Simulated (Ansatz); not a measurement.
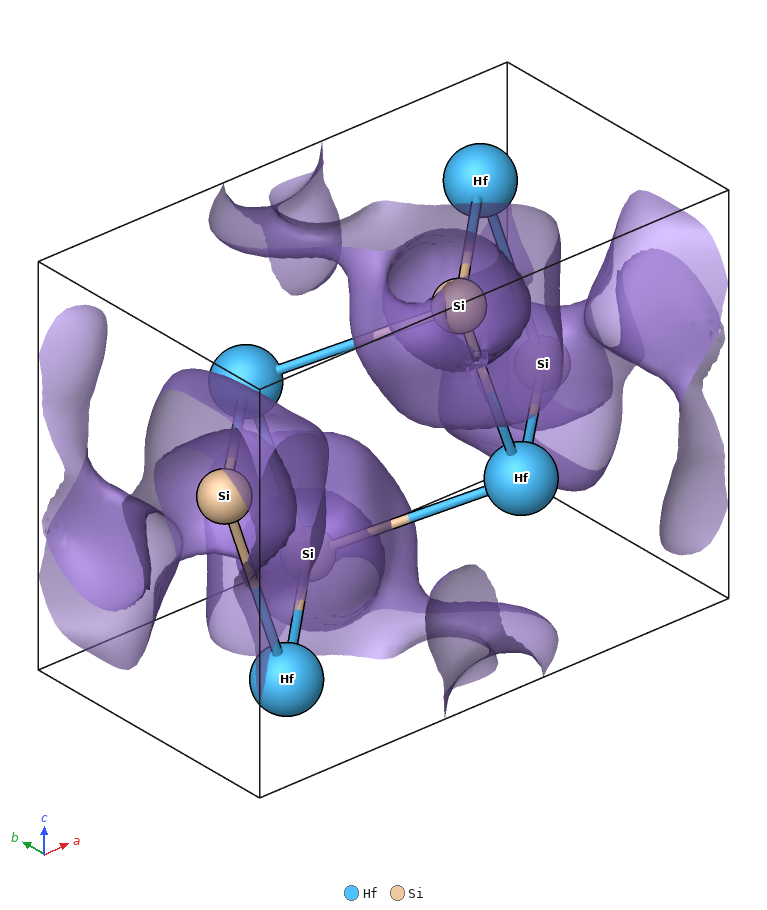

Figure. HfSi. Isosurface of the electron localisation function at 0.65 (purple), seen at an oblique angle. Core shells and regions of very low density are left out. Sticks mark near contacts.

Space group Pnma.

The calculation used DFT r2SCAN, scalar-relativistic, plane waves, PAW (Ansatz 0.2.0).

**What do the ELF domains correspond to?**

The surface consists of channels that run through the cell in one direction, counted in one cell of 8 atoms. Regions shared between cells count once. Along the contacts the grid gives the following. Si–Si (2.45 Å): the ELF peaks at about 0.70 between the atoms. Hf–Si (2.70 Å): the ELF peaks at about 0.70 in the valence shell of Si, 0.9 Å from its nucleus, and is about 0.30 at the midpoint.
